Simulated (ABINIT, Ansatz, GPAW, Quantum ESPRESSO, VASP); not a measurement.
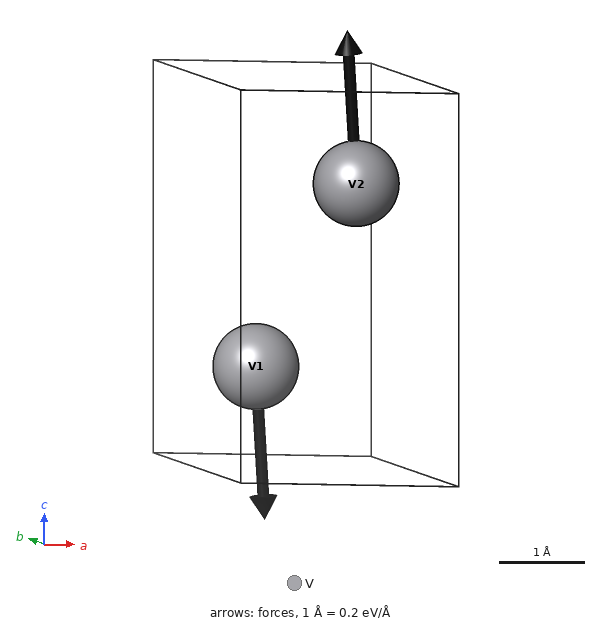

V (2 atoms) with its atoms moved off their places at random, by some hundredths of an ångström. The arrows are the forces from VASP (PBE potentials, release 64 V_sv). The parent cell is a structure listed in the Materials Project. This isn't the form of V at room conditions, which is bcc.

```
V
1.0
     2.60429    0.00000    0.00000
    -1.30215    2.25538    0.00000
     0.00000    0.00000    4.72334
V
2
Direct
  0.33739 0.66806 0.24828
  0.66409 0.33528 0.74232
```

The same cell was run in five programs or potential sets. Alike in all runs: functional PBE; k mesh 12 × 12 × 6 on the run's cell of 2 atoms; occupations fermi-dirac, width 0.05 eV; collinear spin, ferromagnetic start; no spin-orbit coupling. The table gives the Cartesian components of the force on V1; with the net force removed, that on V2 is equal and opposite.

```tsv
program	Fx on V1 (eV/Å)	Fy on V1 (eV/Å)	Fz on V1 (eV/Å)
VASP (PBE potentials, release 64 V_sv)	0.016	0.000	-0.272
Ansatz LAPW (all-electron)	?	?	?
Quantum ESPRESSO (SSSP 1.3 efficiency)	0.016	0.000	-0.270
ABINIT (JTH PAW PBE v2.0)	0.015	0.000	-0.273
GPAW (PAW data 1.2.1)	0.015	0.000	-0.273
```

**What does Ansatz LAPW (all-electron) give?**

(0.016, 0.000, -0.270) eV/Å on V1. The medians of the other rows are 0.015, 0.000, -0.272 eV/Å.

**How well do the programs agree?**

The size of the force spans 0.271 to 0.274 eV/Å. All rows lie within 0.002 eV/Å of the median force vectors. With one functional throughout, the spread comes from potentials, basis sets and numerical settings. Deviations count direction as well as size.
